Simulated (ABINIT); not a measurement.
## Dielectric calculation of SnO$_{2}$ (part 3 of 3)

Continued. System: SnO$_{2}$ (P4₂/mnm, 6 atoms in the cell). Method: Kohn-Sham DFT of a periodic cell, PBE, PseudoDojo NC SR PBE v0.4.1 standard, no spin polarisation (ABINIT 10.8.3); cutoff 952.4 eV, 4×4×6 k-mesh, fixed occupations. The structure derives from an entry of the Crystallography Open Database.

Geometry of the input (Å; fractional positions):
```
4.7380  0.0000  0.0000
0.0000  4.7380  0.0000
0.0000  0.0000  3.1865
Sn 0.5000  0.5000  0.5000
Sn 0.0000  0.0000  0.0000
O  0.8071  0.1929  0.5000
O  0.6929  0.6929  0.0000
O  0.1929  0.8071  0.5000
O  0.3071  0.3071  0.0000
```

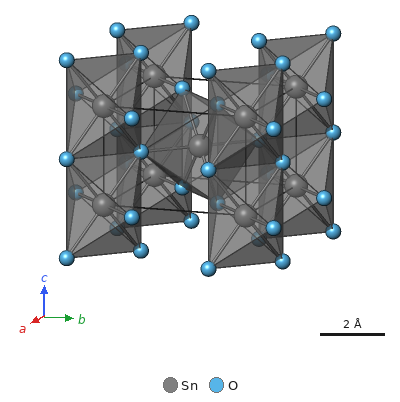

**Figure 1.** The structure (polyhedral view of the cell of the calculation, seen slightly off an axis; polyhedra are completed across the faces of the cell). An atom can appear more than once, as a periodic image.

Log, continued
```
 2DEtotal=   -0.9815212173E+02 Ha. Also 2DEtotal=   -0.267085529532E+04 eV
    (  non-var. 2DEtotal :   -9.8152121727E+01 Ha)
================================================================================

 ---- first-order wavefunction calculations are completed ----

 Total localisation tensor (bohr^2) in cartesian coordinates
  WARNING : still subject to testing - especially symmetries.
      direction              matrix element
   alpha     beta       real part   imaginary part
     1        1       0.6422740260   -0.0000000000
     1        2       0.0000000000    0.0000000000
     1        3       0.0000000000    0.0000000000
     2        1       0.0000000000    0.0000000000
     2        2       0.6422740276    0.0000000000
     2        3       0.0000000000    0.0000000000
     3        1       0.0000000000    0.0000000000
     3        2       0.0000000000    0.0000000000
     3        3       0.6790596421   -0.0000000000

 respfn : d/dk was computed, but no 2DTE, so no DDB output.

================================================================================
== DATASET  3 ==================================================================

--- !DatasetInfo
iteration_state: {dtset: 3, }
dimensions: {natom: 6, nkpt: 48, mband: 26, nsppol: 1, nspinor: 1, nspden: 1, mpw: 4803, }
cutoff_energies: {ecut:  35.0, pawecutdg:  -1.0, }
electrons: {nelect:   5.20000000E+01, charge:   0.00000000E+00, occopt:   1.00000000E+00, tsmear:   1.00000000E-02, }
meta: {optdriver: 1, rfelfd: 3, }
...

 mkfilename : getwfk/=0, take file _WFK from output of DATASET   1.

 mkfilename : getddk/=0, take file _1WF from output of DATASET   2.

 Exchange-correlation functional for the present dataset will be:
  GGA: Perdew-Burke-Ernzerhof functional - ixc=11
  J.P.Perdew, K.Burke, M.Ernzerhof, PRL 77, 3865 (1996)

 Real(R)+Recip(G) space primitive vectors, cartesian coordinates (Bohr,Bohr^-1):
 R(1)=  8.9535224  0.0000000  0.0000000  G(1)=  0.1116879  0.0000000  0.0000000
 R(2)=  0.0000000  8.9535224  0.0000000  G(2)=  0.0000000  0.1116879  0.0000000
 R(3)=  0.0000000  0.0000000  6.0216123  G(3)=  0.0000000  0.0000000  0.1660685
 Unit cell volume ucvol=  4.8272594E+02 bohr^3
 Angles (23,13,12)=  9.00000000E+01  9.00000000E+01  9.00000000E+01 degrees
 setup1 : take into account q-point for computing boxcut.

 getcut: wavevector=  0.0000  0.0000  0.0000  ngfft=  48  48  36
         ecut(hartree)=     35.000   => boxcut(ratio)=   2.01302
--------------------------------------------------------------------------------

 ==>  initialize data related to q vector <==

 The list of irreducible perturbations for this q vector is:
    1)    idir= 1    ipert=   8
    2)    idir= 3    ipert=   8

================================================================================

 The perturbation idir=   2  ipert=   8 is
 symmetric of a previously calculated perturbation.
 So, its SCF calculation is not needed.

--------------------------------------------------------------------------------
 Perturbation wavevector (in red.coord.)   0.000000  0.000000  0.000000
 Perturbation : homogeneous electric field along direction   1
 The set of symmetries contains only one element for this perturbation.
 symkpt : not enough symmetry to change the number of k points.

--------------------------------------------------------------------------------

--------------------------------------------------------------------------------

 Initialisation of the first-order wave-functions :
  ireadwf=   0

--- !BeginCycle
iteration_state: {dtset: 3, }
solver: {iscf: 7, nstep: 80, nline: 4, wfoptalg: 0, }
tolerances: {tolvrs: 1.00E-09, }
...

     iter   2DEtotal(Ha)        deltaE(Ha) residm    vres2
-ETOT  1  -58.893064678814     -5.889E+01 3.778E+00 7.302E+03
 ETOT  2  -60.339624595371     -1.447E+00 5.338E-02 3.344E+03
 ETOT  3  -61.549062310976     -1.209E+00 1.441E-02 1.473E+03
 ETOT  4  -62.173726620566     -6.247E-01 1.828E-03 2.838E+01
 ETOT  5  -62.187837143938     -1.411E-02 5.654E-04 2.139E+00
 ETOT  6  -62.188712623607     -8.755E-04 3.048E-05 2.212E-01
 ETOT  7  -62.188836972213     -1.243E-04 1.089E-05 6.723E-04
 ETOT  8  -62.188840388599     -3.416E-06 7.924E-07 9.015E-05
 ETOT  9  -62.188840830269     -4.417E-07 2.398E-07 6.762E-05
 ETOT 10  -62.188840914628     -8.436E-08 1.365E-08 5.448E-06
 ETOT 11  -62.188840926226     -1.160E-08 5.765E-09 6.730E-08
 ETOT 12  -62.188840927718     -1.492E-09 3.829E-10 1.174E-08
 ETOT 13  -62.188840927945     -2.269E-10 1.356E-10 8.007E-09
 ETOT 14  -62.188840927986     -4.039E-11 1.078E-11 2.468E-10

 At SCF step   14       vres2   =  2.47E-10 < tolvrs=  1.00E-09 =>converged.
-open ddk wf file :runo_DS2_1WF19
-open ddk wf file :runo_DS2_1WF20
-open ddk wf file :runo_DS2_1WF21
================================================================================

 ----iterations are completed or convergence reached----

 Mean square residual over all n,k,spin=   60.371E-15; max=  10.782E-12

 2DEtotal=   -0.6218884093E+02 Ha. Also 2DEtotal=   -0.169224457068E+04 eV
    (  non-var. 2DEtotal :   -6.2188836050E+01 Ha)

--------------------------------------------------------------------------------
 Perturbation wavevector (in red.coord.)   0.000000  0.000000  0.000000
 Perturbation : homogeneous electric field along direction   3
 The set of symmetries contains only one element for this perturbation.
 symkpt : not enough symmetry to change the number of k points.

--------------------------------------------------------------------------------

--------------------------------------------------------------------------------

 Initialisation of the first-order wave-functions :
  ireadwf=   0

--- !BeginCycle
iteration_state: {dtset: 3, }
solver: {iscf: 7, nstep: 80, nline: 4, wfoptalg: 0, }
tolerances: {tolvrs: 1.00E-09, }
...

     iter   2DEtotal(Ha)        deltaE(Ha) residm    vres2
-ETOT  1  -149.77249745481     -1.498E+02 6.442E+00 3.475E+03
 ETOT  2  -153.19134008360     -3.419E+00 1.910E-01 4.085E+02
 ETOT  3  -153.55207562338     -3.607E-01 9.390E-03 5.360E+01
 ETOT  4  -153.59350827969     -4.143E-02 8.186E-04 2.769E-01
 ETOT  5  -153.59417193038     -6.637E-04 8.690E-05 1.246E-02
 ETOT  6  -153.59422310461     -5.117E-05 6.584E-06 1.486E-04
 ETOT  7  -153.59422759832     -4.494E-06 1.486E-06 8.595E-06
 ETOT  8  -153.59422806121     -4.629E-07 8.865E-08 4.375E-07
 ETOT  9  -153.59422811317     -5.197E-08 2.754E-08 1.624E-08
 ETOT 10  -153.59422811931     -6.136E-09 1.651E-09 4.675E-09
 ETOT 11  -153.59422812007     -7.590E-10 5.283E-10 2.378E-10

 At SCF step   11       vres2   =  2.38E-10 < tolvrs=  1.00E-09 =>converged.
-open ddk wf file :runo_DS2_1WF19
-open ddk wf file :runo_DS2_1WF20
-open ddk wf file :runo_DS2_1WF21
================================================================================

 ----iterations are completed or convergence reached----

 Mean square residual over all n,k,spin=   19.248E-13; max=  52.832E-11

 2DEtotal=   -0.1535942281E+03 Ha. Also 2DEtotal=   -0.417951186653E+04 eV
    (  non-var. 2DEtotal :   -1.5359420590E+02 Ha)
================================================================================

 ---- first-order wavefunction calculations are completed ----

 ==> Compute Derivative Database <==
 The violation of the charge neutrality conditions
 by the effective charges is as follows :
    atom        electric field
 displacement     direction
       1               1        0.012467        0.000000
       1               2        0.000000        0.000000
       1               3        0.000000        0.000000
       2               1        0.000000        0.000000
       2               2        0.012467        0.000000
       2               3        0.000000        0.000000
       3               1        0.000000        0.000000
       3               2        0.000000        0.000000
       3               3        0.017150        0.000000

 Effective charge tensors after
 imposition of the charge neutrality (if requested by user),
 and eventual restriction to some part :
   atom    displacement
         1         1    4.142264E+00   -4.754628E-01    0.000000E+00
         1         2   -4.754628E-01    4.142264E+00    0.000000E+00
         1         3    0.000000E+00    0.000000E+00    4.550979E+00
         2         1    4.142264E+00    4.754628E-01    0.000000E+00
         2         2    4.754628E-01    4.142264E+00    0.000000E+00
         2         3    0.000000E+00    0.000000E+00    4.550979E+00
         3         1   -2.071132E+00    7.283390E-01    0.000000E+00
         3         2    7.283390E-01   -2.071132E+00    0.000000E+00
         3         3    0.000000E+00    0.000000E+00   -2.275489E+00
         4         1   -2.071132E+00   -7.283390E-01    0.000000E+00
         4         2   -7.283390E-01   -2.071132E+00    0.000000E+00
         4         3    0.000000E+00    0.000000E+00   -2.275489E+00
         5         1   -2.071132E+00    7.283390E-01    0.000000E+00
         5         2    7.283390E-01   -2.071132E+00    0.000000E+00
         5         3    0.000000E+00    0.000000E+00   -2.275489E+00
         6         1   -2.071132E+00   -7.283390E-01    0.000000E+00
         6         2   -7.283390E-01   -2.071132E+00    0.000000E+00
         6         3    0.000000E+00    0.000000E+00   -2.275489E+00
 Now, the imaginary part of the dynamical matrix is zeroed

  Dielectric tensor, in cartesian coordinates,
     j1       j2             matrix element
  dir pert dir pert     real part    imaginary part

   1    8   1    8         4.2873789175        -0.0000000000

   2    8   2    8         4.2873789175        -0.0000000000

   3    8   3    8         4.6723993591        -0.0000000000

  Effective charges, in cartesian coordinates,
  (from electric field response)
   if specified in the inputs, charge neutrality has been imposed
     j1       j2             matrix element
  dir pert dir pert     real part    imaginary part

   1    1   1    8         4.1422644556         0.0000000000
   2    1   1    8        -0.4754627794         0.0000000000
   1    2   1    8         4.1422644556         0.0000000000
   2    2   1    8         0.4754627794         0.0000000000
   1    3   1    8        -2.0711322279         0.0000000000
   2    3   1    8         0.7283390449         0.0000000000
   1    4   1    8        -2.0711322279         0.0000000000
   2    4   1    8        -0.7283390449         0.0000000000
   1    5   1    8        -2.0711322279         0.0000000000
   2    5   1    8         0.7283390449         0.0000000000
   1    6   1    8        -2.0711322279         0.0000000000
   2    6   1    8        -0.7283390449         0.0000000000

   1    1   2    8        -0.4754627794         0.0000000000
   2    1   2    8         4.1422644556         0.0000000000
   1    2   2    8         0.4754627794         0.0000000000
   2    2   2    8         4.1422644556         0.0000000000
   1    3   2    8         0.7283390449         0.0000000000
   2    3   2    8        -2.0711322279         0.0000000000
   1    4   2    8        -0.7283390449         0.0000000000
   2    4   2    8        -2.0711322279         0.0000000000
   1    5   2    8         0.7283390449         0.0000000000
   2    5   2    8        -2.0711322279         0.0000000000
   1    6   2    8        -0.7283390449         0.0000000000
   2    6   2    8        -2.0711322279         0.0000000000

   3    1   3    8         4.5509785654         0.0000000000
   3    2   3    8         4.5509785654         0.0000000000
   3    3   3    8        -2.2754892828         0.0000000000
   3    4   3    8        -2.2754892828         0.0000000000
   3    5   3    8        -2.2754892828         0.0000000000
   3    6   3    8        -2.2754892828         0.0000000000

== END DATASET(S) ==============================================================
================================================================================

 -outvars: echo values of variables after computation  --------
            acell      1.8897261259E+00  1.8897261259E+00  1.8897261259E+00 Bohr
           etotal1    -2.2378644619E+02
           etotal2    -9.8152121732E+01
           etotal3    -1.5359422812E+02
            fcart1    -0.0000000000E+00 -0.0000000000E+00 -0.0000000000E+00
                      -0.0000000000E+00 -0.0000000000E+00 -0.0000000000E+00
                      -3.8841077373E-03  3.8841077373E-03 -0.0000000000E+00
                       3.8841077373E-03  3.8841077373E-03 -0.0000000000E+00
                       3.8841077373E-03 -3.8841077373E-03 -0.0000000000E+00
                      -3.8841077373E-03 -3.8841077373E-03 -0.0000000000E+00
            fcart3     0.0000000000E+00  0.0000000000E+00  0.0000000000E+00
                       0.0000000000E+00  0.0000000000E+00  0.0000000000E+00
                       0.0000000000E+00  0.0000000000E+00  0.0000000000E+00
                       0.0000000000E+00  0.0000000000E+00  0.0000000000E+00
                       0.0000000000E+00  0.0000000000E+00  0.0000000000E+00
                       0.0000000000E+00  0.0000000000E+00  0.0000000000E+00
            rprim      4.7380000000E+00  0.0000000000E+00  0.0000000000E+00
                       0.0000000000E+00  4.7380000000E+00  0.0000000000E+00
                       0.0000000000E+00  0.0000000000E+00  3.1865000000E+00
           strten1    -3.2899996013E-04 -3.2899996013E-04 -4.5461199049E-04
                       0.0000000000E+00  0.0000000000E+00  0.0000000000E+00
           strten3     0.0000000000E+00  0.0000000000E+00  0.0000000000E+00
                       0.0000000000E+00  0.0000000000E+00  0.0000000000E+00
           xangst      2.3690000000E+00  2.3690000000E+00  1.5932500000E+00
                       0.0000000000E+00  0.0000000000E+00  0.0000000000E+00
                       3.8240398000E+00  9.1396020000E-01  1.5932500000E+00
                       3.2829602000E+00  3.2829602000E+00  0.0000000000E+00
                       9.1396020000E-01  3.8240398000E+00  1.5932500000E+00
                       1.4550398000E+00  1.4550398000E+00  0.0000000000E+00
             xred      5.0000000000E-01  5.0000000000E-01  5.0000000000E-01
                       0.0000000000E+00  0.0000000000E+00  0.0000000000E+00
                       8.0710000000E-01  1.9290000000E-01  5.0000000000E-01
                       6.9290000000E-01  6.9290000000E-01  0.0000000000E+00
                       1.9290000000E-01  8.0710000000E-01  5.0000000000E-01
                       3.0710000000E-01  3.0710000000E-01  0.0000000000E+00
 Calculation completed.
```

File anaddb.abo
```
.Version 10.8.3 of ANADDB
================================================================================

 -outvars_anaddb: echo values of input variables ----------------------

 Flags :
     dieflag         2
 Miscellaneous information :
         asr         1

================================================================================

 read the DDB information and perform some checks

  ==== Info on the Cryst% object ====
 Real(R)+Recip(G) space primitive vectors, cartesian coordinates (Bohr,Bohr^-1):
 R(1)=  8.9535224  0.0000000  0.0000000  G(1)=  0.1116879  0.0000000  0.0000000
 R(2)=  0.0000000  8.9535224  0.0000000  G(2)=  0.0000000  0.1116879  0.0000000
 R(3)=  0.0000000  0.0000000  6.0216123  G(3)=  0.0000000  0.0000000  0.1660685
 Unit cell volume ucvol=  4.8272594E+02 bohr^3
 Angles (23,13,12)=  9.00000000E+01  9.00000000E+01  9.00000000E+01 degrees
 Time-reversal symmetry is present
 Reduced atomic positions [iatom, xred, symbol]:
    1)    0.5000000  0.5000000  0.5000000  Sn
    2)    0.0000000  0.0000000  0.0000000  Sn
    3)    0.8071000  0.1929000  0.5000000   O
    4)    0.6929000  0.6929000  0.0000000   O
    5)    0.1929000  0.8071000  0.5000000   O
    6)    0.3071000  0.3071000  0.0000000   O

 DDB file with 3 blocks has been read.

================================================================================

 Dielectric Tensor and Effective Charges

 anaddb : Zero the imaginary part of the Dynamical Matrix at Gamma,
   and impose the ASR on the effective charges

 The violation of the charge neutrality conditions
 by the effective charges is as follows :
    atom        electric field
 displacement     direction
       1               1        0.012467        0.000000
       1               2        0.000000        0.000000
       1               3        0.000000        0.000000
       2               1        0.000000        0.000000
       2               2        0.012467        0.000000
       2               3        0.000000        0.000000
       3               1        0.000000        0.000000
       3               2        0.000000        0.000000
       3               3        0.017150        0.000000

 Effective charge tensors after
 imposition of the charge neutrality (if requested by user),
 and eventual restriction to some part :
   atom    displacement
         1         1    4.142264E+00   -4.754628E-01    0.000000E+00
         1         2   -4.754628E-01    4.142264E+00    0.000000E+00
         1         3    0.000000E+00    0.000000E+00    4.550979E+00
         2         1    4.142264E+00    4.754628E-01    0.000000E+00
         2         2    4.754628E-01    4.142264E+00    0.000000E+00
         2         3    0.000000E+00    0.000000E+00    4.550979E+00
         3         1   -2.071132E+00    7.283390E-01    0.000000E+00
         3         2    7.283390E-01   -2.071132E+00    0.000000E+00
         3         3    0.000000E+00    0.000000E+00   -2.275489E+00
         4         1   -2.071132E+00   -7.283390E-01    0.000000E+00
         4         2   -7.283390E-01   -2.071132E+00    0.000000E+00
         4         3    0.000000E+00    0.000000E+00   -2.275489E+00
         5         1   -2.071132E+00    7.283390E-01    0.000000E+00
         5         2    7.283390E-01   -2.071132E+00    0.000000E+00
         5         3    0.000000E+00    0.000000E+00   -2.275489E+00
         6         1   -2.071132E+00   -7.283390E-01    0.000000E+00
         6         2   -7.283390E-01   -2.071132E+00    0.000000E+00
         6         3    0.000000E+00    0.000000E+00   -2.275489E+00
 Now, the imaginary part of the dynamical matrix is zeroed

================================================================================

 anaddb : the run completed successfully.
```

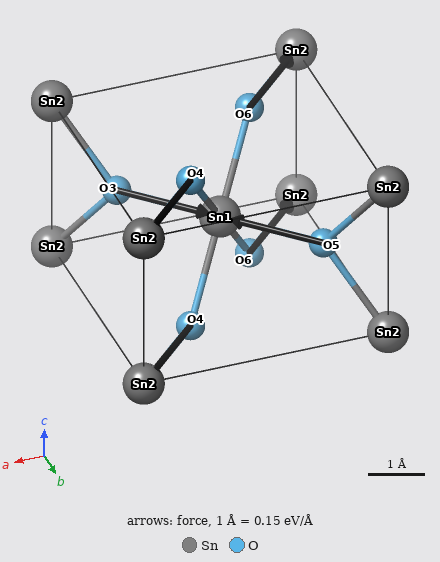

**Figure 2.** Forces on the atoms as black arrows (ball-and-stick view of the cell of the calculation, seen at an oblique angle; atoms are numbered from 1 in the order of the input). The largest act on all 4 O atoms (0.28 eV/Å). The geometry is not a stationary point of this energy.

Key numbers

```tsv
quantity	value
outcome	converged
space group (tolerance 0.01 Å)	P4₂/mnm (136)
electrons treated	52
free energy	−6089.5394 eV
Fermi energy	4.538 eV
pressure	10.91 GPa
largest force (length of the vector)	0.282 eV/Å
ε∞ (xx, yy, zz)	4.29, 4.29, 4.67
Born charges (mean of the diagonal)	Sn1, Sn2 (4.28 e); all 4 O atoms (−2.14 e)
wall time	19 min (CPU time 77 min)
peak memory	0.64 GiB
```

Notes

Points of doubt noted for this run: cutoff too low for stress. The cell is under a pressure of 10.9 GPa at this level, so it is not at its equilibrium volume.
